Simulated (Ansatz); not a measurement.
Hf, as given below.

```yaml
crystal:
  lattice:
    - [3.57434, 0.00000, 0.00000]
    - [0.00000, 3.57434, 0.00000]
    - [0.00000, 0.00000, 3.57434]
  atoms:
    - { symbol: Hf, position: [0.00000, 0.00000, 0.00000] }
    - { symbol: Hf, position: [0.50000, 0.50000, 0.50000] }
```

It is based on the input geometry of an electronic-structure calculation (not necessarily at equilibrium); the starting structure was generated, so it need not be a known form of this composition.

Question: Predict the first 2 clear peaks of the neutron G(r) with σ = 0.10 Å, and name the atom pairs.

Answer: 1. 3.10 Å: Hf–Hf at 3.10 Å
2. 3.57 Å: Hf–Hf at 3.57 Å

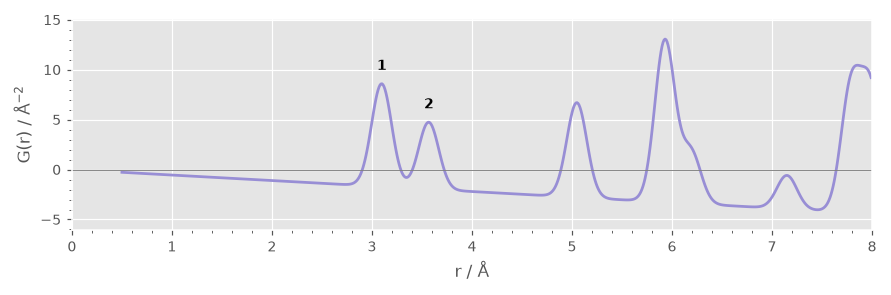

Computed neutron G(r), with each pair weighted by the product of the tabulated coherent neutron scattering lengths (natural isotope mix where the element has one) and a uniform peak width σ = 0.10 Å. There is no Q-range truncation.
